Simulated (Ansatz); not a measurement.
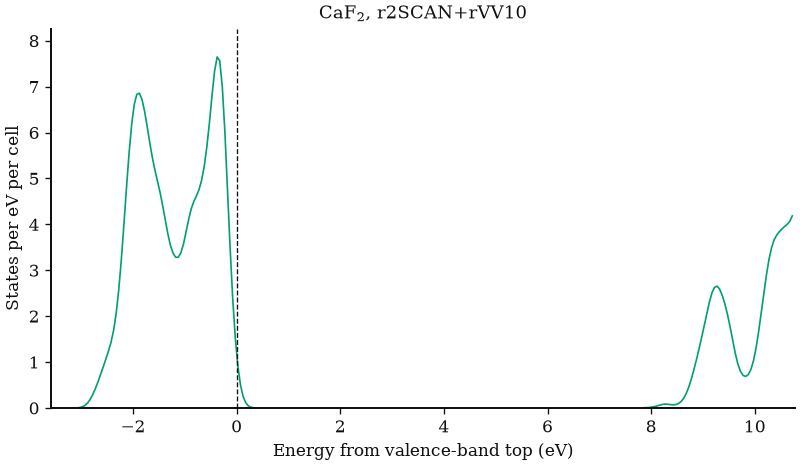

Density of states. Energies are counted from the top of the valence band. The curve is built from the levels of the k mesh with Gaussians 0.3 eV wide, which also blur the band edges.

Calculation on CaF2, space group Fm-3m (No. 225), 3 atoms in the cell; a = 3.83 Å, b = 3.83 Å, c = 3.83 Å, α = 60.00°, β = 60.00°, γ = 60.00°.

Method: DFT, r2SCAN+rVV10, plane waves, PAW, no spin polarisation, 10×10×10 k mesh, 500 eV cutoff (Ansatz).

Q: Is there a gap at the Fermi level, and how wide?

A: There is a gap; over the k points computed it is 7.97 eV (indirect; the smallest direct gap is 8.23 eV).

Q: How wide is the upper valence band?

A: The upper group of valence states starts about 2.8 eV under the valence-band top, with a gap beneath it; it holds about 12 electrons a cell.
